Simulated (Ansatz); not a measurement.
```
CELL_PARAMETERS angstrom
-4.22676 0.56990 0.00000
0.00000 0.00000 12.57024
1.31529 5.63421 0.00000
ATOMIC_POSITIONS crystal
Si 0.24293 0.94498 0.48587
Si 0.75707 0.05502 0.51413
Si 0.24293 0.55502 0.48587
Si 0.75707 0.44498 0.51413
Si 0.57130 0.15723 0.14260
Si 0.42870 0.84277 0.85740
Si 0.57130 0.34277 0.14260
Si 0.42870 0.65723 0.85740
Si 0.02890 0.90927 0.05779
Si 0.97110 0.09073 0.94221
Si 0.02890 0.59073 0.05779
Si 0.97110 0.40927 0.94221
```

Space group P2₁/m; a point of a scan over the structure, not its minimum; a structure from a database of computed crystals, not necessarily the ambient phase; changed on purpose from its base cell (engineering shear strain xy -0.3000, equal normal strain along x and y +0.1125); not relaxed (largest force 0.9 eV/Å); computed pressure about −9 GPa in this cell; PAW files of the earlier set (soft_1).

These are results of Ansatz 0.2.0, DFT LDA, scalar-relativistic, plane waves, PAW, not measurements.

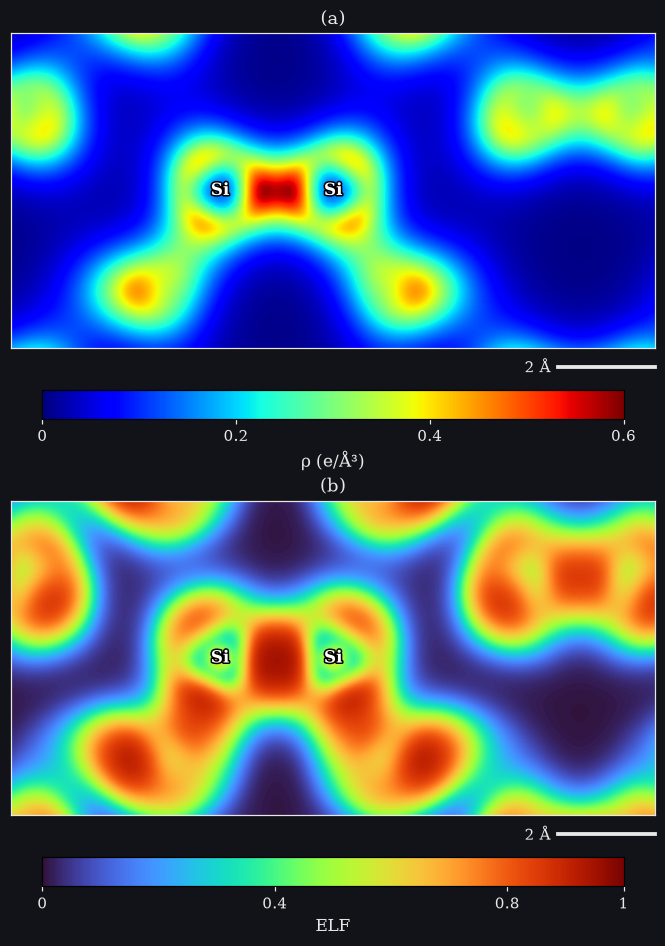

Si. (a) valence electron density; (b) ELF on the (100) plane of the conventional cell.

### What does the map show?

The section cuts through Si sites.
Atoms just off the plane (Si, 0.6 Å away) can leave unmarked features too.
Si–Si (2.33 Å): ρ is about 0.57 e/Å³ halfway; the ELF peaks at about 0.95 between the atoms.
Between the atoms the lowest density in this plane is 0.004 e/Å³.
